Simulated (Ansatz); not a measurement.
P (slab)

```xyz
14
Lattice="3.2996 0.0000 0.0000 -1.6498 5.5100 0.0000 0.0000 0.0000 30.1378" Properties=species:S:1:pos:R:3 pbc="T T T"
P     1.6494    1.1326    7.8660
P    -0.0004    0.8849    9.1980
P     1.6498    4.2827    9.9476
P    -0.0001    4.3400   11.4228
P     1.6500    1.0095   11.9415
P     0.0002    1.2373   13.4104
P     1.6503    4.6944   14.3401
P     0.0005    4.6944   15.7976
P     1.6500    1.2373   16.7274
P     0.0002    1.0096   18.1963
P     1.6497    4.3400   18.7149
P     0.0000    4.2827   20.1902
P     1.6494    0.8849   20.9397
P    -0.0004    1.1327   22.2718
```

Method: Ansatz, DFT r2SCAN, scalar-relativistic, plane waves, PAW.

**What will maps of the valence pseudo-density and electron localisation function show?**

P–P (2.20 Å): ρ at the midpoint is about 0.8 e/Å³; the ELF peaks at about 0.90 between the atoms.

**Does the calculation give a band gap?**

It is metallic or semimetallic at this level of theory: no gap opens.

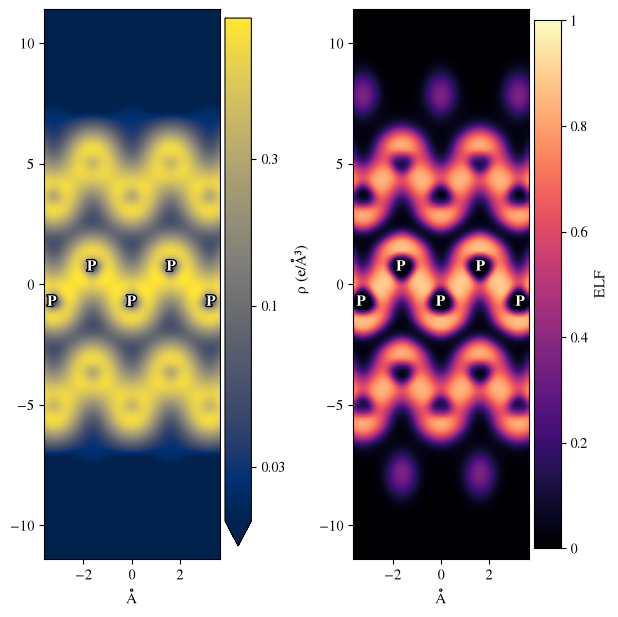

Computed valence pseudo-density and electron localisation function on the (010) plane of the calculation cell, a cut from vacuum to vacuum, in this order. Atoms just off the plane (P, 0.4 Å away) can leave unmarked features too.

The density is the valence pseudo-density of a PAW calculation; it isn't the true density close to the nuclei.
